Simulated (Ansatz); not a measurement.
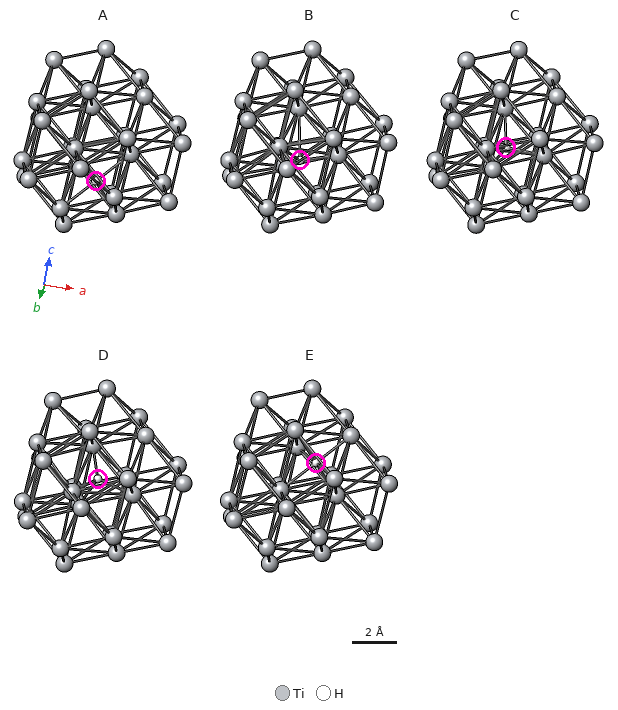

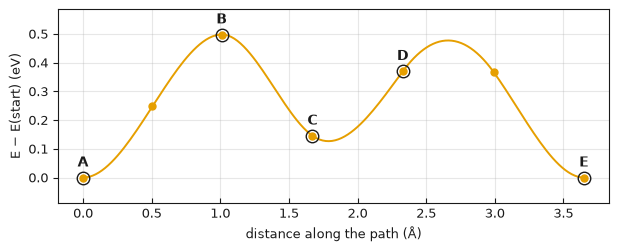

A nudged-elastic-band calculation for a defect cell of composition Ti₁₈H (19 atoms in the cell). Images are numbered from 0 (start) to 6 (end). Frames A to E are images 0, 2, 3, 4, 6. The picture is a ball-and-stick view of the atoms within 5.1 Å of the middle of the path, seen from a free direction. The moving atom is ringed, with any periodic copies. Bonds to atoms that aren't drawn are left out.

Computed with DFT PBEsol, scalar-relativistic, plane waves, PAW (Ansatz 0.2.0).

The input:
```yaml
crystal:
  lattice:
    - [4.3506528002, -2.5118505654, -4.5909904469]
    - [-4.3506528002, -2.5118505654, -4.5909904469]
    - [0.0, 5.0237011307, -4.5909904469]
  atoms:
    - { symbol: Ti, position: [0.1383075868, 0.4695220199, 0.1383148369] }
    - { symbol: Ti, position: [0.8039242357, 0.4733193238, 0.4733219805] }
    - { symbol: Ti, position: [0.4695239183, 0.1383088434, 0.1383141688] }
    - { symbol: Ti, position: [0.4733210788, 0.4733259591, 0.8039158167] }
    - { symbol: Ti, position: [0.138308249, 0.138309953, 0.469545502] }
    - { symbol: Ti, position: [0.8026810601, 0.8026787634, 0.1451058735] }
    - { symbol: Ti, position: [0.8026624637, 0.1451045729, 0.8026871791] }
    - { symbol: Ti, position: [0.4733141344, 0.8039323647, 0.4733204342] }
    - { symbol: Ti, position: [0.1450936123, 0.8026678057, 0.8026946905] }
    - { symbol: Ti, position: [0.1973388321, 0.1973315632, 0.8548741987] }
    - { symbol: Ti, position: [0.8549095653, 0.197313082, 0.1973222712] }
    - { symbol: Ti, position: [0.5304694131, 0.8616918347, 0.8616851631] }
    - { symbol: Ti, position: [0.5266870657, 0.196088364, 0.5266648714] }
    - { symbol: Ti, position: [0.1973188856, 0.8549051858, 0.1973200191] }
    - { symbol: Ti, position: [0.8616938774, 0.530463274, 0.8616857725] }
    - { symbol: Ti, position: [0.861691751, 0.861690047, 0.5304731112] }
    - { symbol: Ti, position: [0.5266885508, 0.5266876802, 0.1960594589] }
    - { symbol: Ti, position: [0.1960852099, 0.5266875941, 0.5266669452] }
    - { symbol: H, position: [-7.3519e-06, -2.36753e-05, 4.14795e-05] }
basis:
  ecutwfc: 420
  xc_grid: 2
kpoints:
  mp_grid: { grid: [4, 4, 4], shift: [0.5, 0.5, 0.5] }
hamiltonian:
  xc: pbesol
scf:
  occupations: { method: gaussian, width: 0.1 }
output:
  forces: true
neb:
  images: 5
  f_tol: 0.05
  max_iterations: 70
  order_check: false
  final_atoms:
    - { symbol: Ti, position: [0.1450936123, 0.4693344724, 0.1360280239] }
    - { symbol: Ti, position: [0.8026810601, 0.4693454301, 0.4784392069] }
    - { symbol: Ti, position: [0.4733210788, 0.1399926258, 0.13724915] }
    - { symbol: Ti, position: [0.4733141344, 0.4705990314, 0.8066537675] }
    - { symbol: Ti, position: [0.1383075868, 0.1361886865, 0.4716481703] }
    - { symbol: Ti, position: [0.8026624637, 0.8117712396, 0.1360205125] }
    - { symbol: Ti, position: [0.8039242357, 0.1399859905, 0.8066553138] }
    - { symbol: Ti, position: [0.4695239183, 0.8049755101, 0.4716475022] }
    - { symbol: Ti, position: [0.138308249, 0.8049766196, 0.8028788353] }
    - { symbol: Ti, position: [0.1960852099, 0.1933542607, 0.8600002785] }
    - { symbol: Ti, position: [0.8616938774, 0.1971299406, 0.1950191058] }
    - { symbol: Ti, position: [0.5266870657, 0.8627550307, 0.8599982047] }
    - { symbol: Ti, position: [0.5266885508, 0.1933543469, 0.5293927922] }
    - { symbol: Ti, position: [0.1973388321, 0.8639982298, 0.188207532] }
    - { symbol: Ti, position: [0.861691751, 0.5283567137, 0.8638064445] }
    - { symbol: Ti, position: [0.8549095653, 0.8639797487, 0.5306556046] }
    - { symbol: Ti, position: [0.5304694131, 0.5283585014, 0.1950184964] }
    - { symbol: Ti, position: [0.1973188856, 0.5215718525, 0.5306533524] }
    - { symbol: H, position: [-7.3519e-06, -0.3333570086, 0.3333748128] }
```

Launched with:
```bash
ansatz run input.yaml --threads 4 --pin off --max-ram 8192MiB --backend cpu --events-out ev --progress --plain --runs-dir out
```

### What happens along the path, and what is the barrier?

The barrier is about 0.50 eV in both directions, with image 2 at the top; the ends have the same energy. The profile has 2 maxima (images 2, 4) with a dip at image 3 (+0.15 eV), so the process runs in steps. The path has more than one stage, and so few images may leave a stage unresolved. The H atom travels furthest, 2.90 Å from end to end, along [0 −1 1], on a path that bends up to 0.93 Å away from the straight line. At the highest image its nearest neighbour (Ti) is 1.76 Å away, against 2.07 Å at the start, and the surrounding atoms stand up to 0.21 Å off the mean of their end positions. The band converged in 16 iterations. The largest component of the band force went from 3.7 to 0.039 eV/Å. The climbing image converged on the top of the path. Its curvatures weren't checked.

Limits of the set-up: the periodic images lie only 6.8 Å apart, so the values are limited by the cell's size.

The run took 31 min on 4 threads of Intel(R) Xeon(R) Platinum 8488C (Sapphire Rapids), on a shared host, peak memory 4.5 GiB.
